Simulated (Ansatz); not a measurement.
Single-point calculation of Al12H

The run: single-point calculation of Al12H (slab, 13 atoms in the cell). Method and program: DFT PBEsol, scalar-relativistic, plane waves, PAW, no spin polarisation (Ansatz 0.2.0).

The structure derives from an entry of the Crystallography Open Database. Figures and captions count atoms from 1; the log counts them from 0 in places.

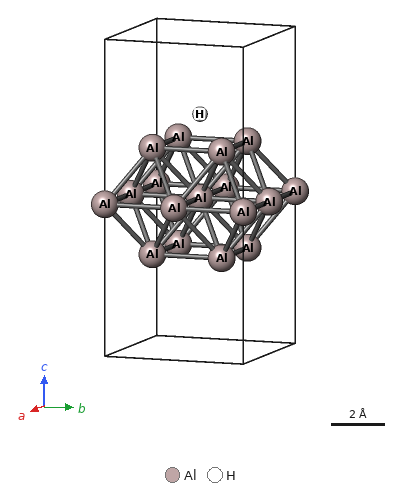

Figure 1. The structure (ball-and-stick view of the cell of the calculation, with the vacuum cut short, seen slightly off an axis).

## The input
```yaml
crystal:
  lattice:
    - [5.6788540124, 0.0, 0.0]
    - [0.0, 5.6788540124, 0.0]
    - [0.0, 0.0, 21.1413451746]
  atoms:
    - { symbol: Al, position: [0.25, 0.25, 0.1892027195] }
    - { symbol: Al, position: [0.25, 0.75, 0.1892027195] }
    - { symbol: Al, position: [0.75, 0.25, 0.1892027195] }
    - { symbol: Al, position: [0.75, 0.75, 0.1892027195] }
    - { symbol: Al, position: [0.0, 0.0, 0.2870821533] }
    - { symbol: Al, position: [0.0, 0.5, 0.2870821533] }
    - { symbol: Al, position: [0.5, 0.0, 0.2870821533] }
    - { symbol: Al, position: [0.5, 0.5, 0.2870821533] }
    - { symbol: Al, position: [0.25, 0.25, 0.3850911618] }
    - { symbol: Al, position: [0.25, 0.75, 0.3850911618] }
    - { symbol: Al, position: [0.75, 0.25, 0.3850911618] }
    - { symbol: Al, position: [0.75, 0.75, 0.3850911618] }
    - { symbol: H, position: [0.5, 0.5, 0.440905964] }
basis:
  ecutwfc: 420
kpoints:
  mp_grid: { grid: [5, 5, 1] }
hamiltonian:
  xc: pbesol
scf:
  occupations: { method: gaussian, width: 0.1 }
output:
  forces: true
  eigenvalues: true
efield:
  axis: 3
  dipole_correction: true
  ramp_width: 0.04
```

Command:
```bash
ansatz run input.yaml --threads 1 --pin off --max-ram 3072MiB --backend cpu --events-out ev --progress --plain --runs-dir out
```

## Log
```
Engine: ansatz 0.2.0, x86_64-unknown-linux-gnu
Pseudopotentials: kind: paw
Pseudopotential: Al, paw, valence charge 3, recommended cutoff 420 eV (normal), Al.paw.azcp
Pseudopotential: H, paw, valence charge 1, recommended cutoff 420 eV (normal), H.paw.azcp
Functional definition: PBEsol
  exchange = pbesol_x
  correlation = pbesol_c
Crystal: 13 atoms, lattice volume = 681.795 Å³
Basis set: ecut = 420 eV, 13371 PW (Γ), exchange–correlation on 80×80×288 points (8 copies of the dense FFT grid, shifted against one another)
Bands: 32, of which v1, the nominal top of the filled ones, is band 19 counted from 1 (18 counted from 0)
Symmetry: 8 space group operations
Space group: P4mm (ITA 99), of the structure as read, at distance tolerance 8.8e-5 Å
k-points: 6 of 25
Non-local potential: Al, projectors of the file, l = 0: 2, l = 1: 2, l = 2: 1
Non-local potential: H, projectors of the file, l = 0: 2, l = 1: 1
PAW form: soft (Blöchl's): semilocal exchange-correlation on the pseudo side does not see the compensation charge
PAW frozen core: Al, regenerated for the run's functional, and the local potential with it (the file was generated under x = pbe(κ = 0.804, μ = 0.2195149727645171), c = pbe(β = 0.06672455060314922))
PAW one-centre angular grid: Al, 110 points (default); XC on 64 Gauss nodes
PAW one-centre angular grid: H, 110 points (default); XC on 64 Gauss nodes
Initial density: superposition of atomic densities (neutral atoms: chi_scale 0, normalization atom), corrected by the library's trained network
Initial wavefunctions: pseudopotential atomic-orbital guess
Functional: x = pbesol(κ = 0.804, μ = 0.12345679012345678), c = pbesol(β = 0.046)
SCF iter   1: F=—  HF=-6305.434597 eV  |F-HF|=—  |Δ(HF+E_count)|=         —  Δρ=2.10e-3  dr2=7.84e-2  ethr=1.77e-3  p=-0.007 e·Å  D=-1.98e-3 V/Å  ΔV_dip=0.04 eV  dr2_dipole=4.11e-4  V_vac-E_F(+/−)=4.31/4.27 eV  ⟨swp⟩=12.8  Hψ=1314  notcnv=0
efield: sawtooth ramp at fractional position 0.7951 (placed from the atoms, in the widest stretch of the axis that holds none; the zero of the levels goes with the place), width 0.0400; the density the first Hamiltonian is built on has a dipole p = -0.007 e·Å; the dipole correction subtracts the counter field D = -1.98e-3 V/Å, which shifts the + side's vacuum level by +0.04 eV against the − side's; the planar-averaged density in the ramp window peaks in size at 2.5e-5 e/Å³
preconditioner: auto → LDOS  [insulator: Δε(μ)=0.125 eV  Ē_g=6.142 eV  σ=0.100 eV  W_gap=0.62  n_scr=66 (ndim 8)  ℏωp=8.7 eV  f_vac=0.559  D(μ)=4.10/eV (n_scr^D=6)  ε∞_Penn≈3.0  β→1.0]
SCF iter   2: F=—  HF=-6305.425382 eV  |F-HF|=—  |Δ(HF+E_count)|=   9.22e-3  Δρ=8.57e-4  dr2=1.59e-2  ethr=2.12e-4  p=-0.014 e·Å  D=-3.83e-3 V/Å  ΔV_dip=0.08 eV  dr2_dipole=1.36e-3  V_vac-E_F(+/−)=4.50/4.42 eV  ⟨swp⟩=2.7  Hψ=346  notcnv=0  defer=11
SCF iter   3: F=—  HF=-6305.423494 eV  |F-HF|=—  |Δ(HF+E_count)|=   1.89e-3  Δρ=4.51e-4  dr2=3.34e-3  ethr=4.28e-5  p=-0.014 e·Å  D=-3.60e-3 V/Å  ΔV_dip=0.08 eV  dr2_dipole=6.74e-5  V_vac-E_F(+/−)=4.52/4.45 eV  ⟨swp⟩=2.2  Hψ=245  notcnv=0  defer=11
SCF iter   4: F=—  HF=-6305.422989 eV  |F-HF|=—  |Δ(HF+E_count)|=   5.06e-4  Δρ=2.00e-4  dr2=5.00e-4  ethr=9.04e-6  p=-0.013 e·Å  D=-3.39e-3 V/Å  ΔV_dip=0.07 eV  dr2_dipole=8.21e-9  V_vac-E_F(+/−)=4.51/4.44 eV  ⟨swp⟩=2.3  Hψ=237  notcnv=0  defer=11
SCF iter   5: F=—  HF=-6305.423065 eV  |F-HF|=—  |Δ(HF+E_count)|=   7.67e-5  Δρ=5.47e-5  dr2=3.01e-5  ethr=1.35e-6  p=-0.013 e·Å  D=-3.51e-3 V/Å  ΔV_dip=0.07 eV  dr2_dipole=9.76e-7  V_vac-E_F(+/−)=4.52/4.45 eV  ⟨swp⟩=2.2  Hψ=263  notcnv=0  defer=11
SCF iter   6: F=—  HF=-6305.423253 eV  |F-HF|=—  |Δ(HF+E_count)|=   1.88e-4  Δρ=1.22e-5  dr2=1.36e-6  ethr=8.13e-8  p=-0.013 e·Å  D=-3.53e-3 V/Å  ΔV_dip=0.07 eV  dr2_dipole=5.24e-8  V_vac-E_F(+/−)=4.52/4.45 eV  ⟨swp⟩=2.0  Hψ=252  notcnv=0  defer=12
SCF iter   7: F=—  HF=-6305.423254 eV  |F-HF|=—  |Δ(HF+E_count)|=   1.19e-6  Δρ=2.47e-6  dr2=1.46e-7  ethr=3.69e-9  p=-0.013 e·Å  D=-3.52e-3 V/Å  ΔV_dip=0.07 eV  dr2_dipole=2.19e-8  V_vac-E_F(+/−)=4.53/4.45 eV  ⟨swp⟩=2.0  Hψ=276  notcnv=0  defer=11
SCF iter   8: F=-6305.423254 eV  HF=-6305.423254 eV  |F-HF|=1.83e-8  |Δ(HF+E_count)|=   7.88e-8  Δρ=6.16e-7  dr2=1.05e-8  ethr=2.70e-10  p=-0.013 e·Å  D=-3.52e-3 V/Å  ΔV_dip=0.07 eV  dr2_dipole=5.41e-10  V_vac-E_F(+/−)=4.53/4.45 eV  ⟨swp⟩=18.3  Hψ=1253  notcnv=0
SCF 1 converged in 8 iterations: F = -6305.423254 eV  dr2 = 1.05e-8
  greatest PAW one-centre occupation: 0.481 electrons in one spin orbital (limit 2), on the Al atom at site 3 (counted from 0), in its partial waves of l = 0
```

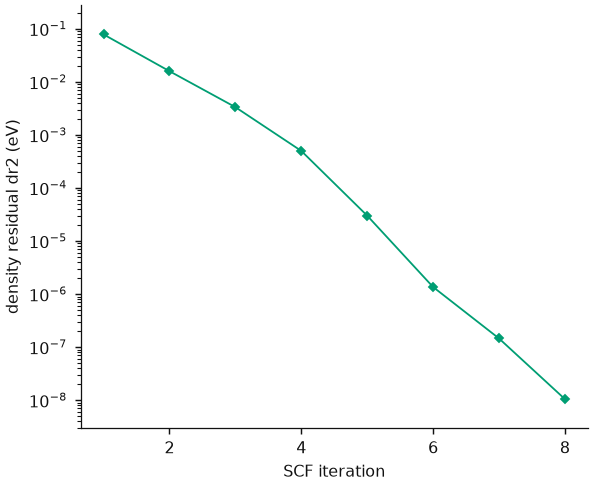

Figure 2. Convergence of the self-consistent field: density residual dr2 against the SCF iteration. The residual falls at every step.

```
SCF converged after 8 iterations
Free energy (F): -6305.423254 eV
Harris-Foulkes:  -6305.423254 eV  (|F-HF|=1.83e-8)
Internal energy: -6305.400973 eV  (E = F + TS)
E sigma→0 (E₀):  -6305.412114 eV
Entropy (-TS):   -0.022281 eV (-1.714 meV/atom)
Fermi energy:    -0.808967 eV
Dipole field:    D = -0.003535 V/Å  (p = -0.013319 e·Å, saw-weighted, corrected)
Work function:   Φ+ = 4.5259 eV   Φ− = 4.4512 eV
Levels:          The Fermi level and band energies are counted from a zero that moves with the ramp; work functions are not
--- Per-component energies (eV) ---
  E_band       = -176.013964
  E_kinetic    = 264.817582
  E_local      = -6482.401350  (includes V_loc(G=0)·N_el)
  E_nonlocal   = 127.813645
  E_hartree    = 3150.693910
  E_xc         = -468.833252
  E_vxc        = -344.531292  (∫ρ·V_xc dr)
  E_paw        = -5455.866434  (= ΣΔE_a)
  E_vpaw       = -43.034775  (= ΣTr[D̂ρ^β])
  E_aug_tail   = -0.000953  (compensation charges beyond the density's cutoff)
  E_efield     = 0.000024  (sawtooth field / dipole correction)
  E_vefield    = -0.065689  (∫n·V_field dr)
  E_ewald      = 2558.146186
  E_core_change = 0.229668  (= ΣΔE_core)
  E_smearing   = -0.022281  (= −TS)
  E_closure    = 0.000000  (closes the sum)
  Σ components = -6305.423254   (vs F -6305.423254, Δ=0.00e0)
--- Forces (eV/Å), atoms counted from 1 ---
  atom   1  Al     0.01176657     0.01176657    -0.03399089
  atom   2  Al     0.01176657    -0.01176657    -0.03399089
  atom   3  Al    -0.01176657     0.01176657    -0.03399089
  atom   4  Al    -0.01176657    -0.01176657    -0.03399089
  atom   5  Al    -0.00000000     0.00000000    -0.01028858
  atom   6  Al     0.00000000     0.00000000     0.04258228
  atom   7  Al     0.00000000     0.00000000     0.04258228
  atom   8  Al     0.00000000     0.00000000     0.03641817
  atom   9  Al     0.01286539     0.01286539     0.19851437
  atom  10  Al     0.01286539    -0.01286539     0.19851437
  atom  11  Al    -0.01286539     0.01286539     0.19851437
  atom  12  Al    -0.01286539    -0.01286539     0.19851437
  atom  13  H     -0.00000000     0.00000000    -0.76936510
  max |Σ_I F_I| component: 2.30e-5 eV/Å
--- Band table (eV; the first three rows and the last of 6) ---
  k-point 0: bands = ["-11.0874", "-9.0644", "-6.6895", "-6.6279", "-6.6279", "-6.5221", "-6.0886", "-4.7752", "-4.5704", "-4.5704", "-4.4242", "-3.2944", "-2.8247", "-2.8247", "-1.8524", "-1.6755", "-1.6755", "-1.5847", "-1.1803", "-0.8781", "-0.8687", "-0.8687", "0.2707", "0.7419", "0.8278", "1.0754", "1.0754", "1.4686", "2.1333", "2.1333", "2.2177", "3.0363"]
  k-point 1: bands = ["-10.9053", "-8.8919", "-8.1900", "-6.5151", "-6.4523", "-6.2281", "-5.8064", "-4.6697", "-4.4621", "-4.3915", "-3.8819", "-3.8205", "-3.4435", "-2.7588", "-2.5767", "-1.8884", "-1.8246", "-1.4924", "-1.2820", "-0.2625", "-0.1989", "0.0498", "0.4173", "0.9575", "1.0269", "1.2631", "1.4174", "1.7542", "1.9829", "2.0466", "2.9110", "3.1428"]
  k-point 2: bands = ["-10.3611", "-9.4562", "-8.3606", "-7.4384", "-5.9308", "-5.9279", "-5.4978", "-5.0613", "-4.9376", "-4.3930", "-3.8562", "-3.8376", "-3.0887", "-2.9789", "-2.5097", "-2.3629", "-1.4882", "-0.9852", "-0.7531", "-0.2582", "-0.1283", "0.1221", "0.3232", "1.3499", "1.7527", "1.9894", "2.0515", "2.1735", "2.2964", "2.4178", "2.5898", "3.0289"]
  k-point 5: bands = ["-9.6392", "-8.7642", "-8.7155", "-7.8663", "-7.6416", "-6.8401", "-6.6111", "-5.8335", "-4.8129", "-3.8178", "-3.3994", "-2.6992", "-1.8502", "-1.7775", "-1.7072", "-1.4834", "-0.8900", "-0.5643", "-0.0352", "0.0799", "0.1959", "0.2629", "0.3001", "0.4696", "1.5817", "1.6780", "1.9275", "1.9437", "2.1417", "2.3882", "3.0138", "3.0785"]
```

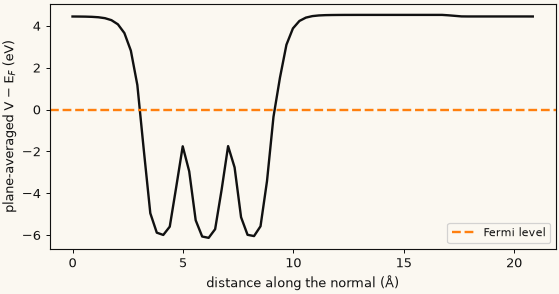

Figure 3. Plane average of the electrostatic potential energy of an electron across the cell, from the Fermi level. The vacuum level lies 4.53 eV above the Fermi level on the upper side and 4.45 eV on the lower.

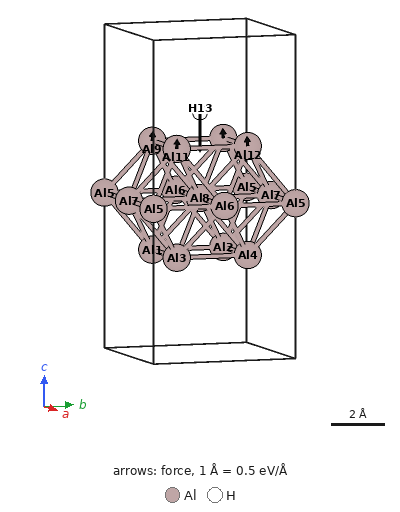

Figure 4. Forces on the atoms as black arrows (ball-and-stick view of the cell of the calculation, with the vacuum cut short, seen slightly off an axis; atoms are numbered from 1 in the order of the input); the smallest are left out. The largest act on H13 (0.77 eV/Å). The geometry is not a stationary point of this energy.

## Summary

```csv
quantity,value
outcome,converged
electrons treated,37
free energy,−6305.4233 eV
"work function, top face",4.53 eV
"work function, bottom face",4.45 eV
Fermi energy,−0.809 eV
gap on the k-point mesh,none (metallic)
work function (upper face),4.53 eV
largest force (length of the vector),0.769 eV/Å
hardware,"1 thread of Intel Xeon @ 2.50GHz (Skylake/Cascade Lake), 10 GiB of memory available, shared host"
wall time,10 s
peak memory,0.61 GiB
```
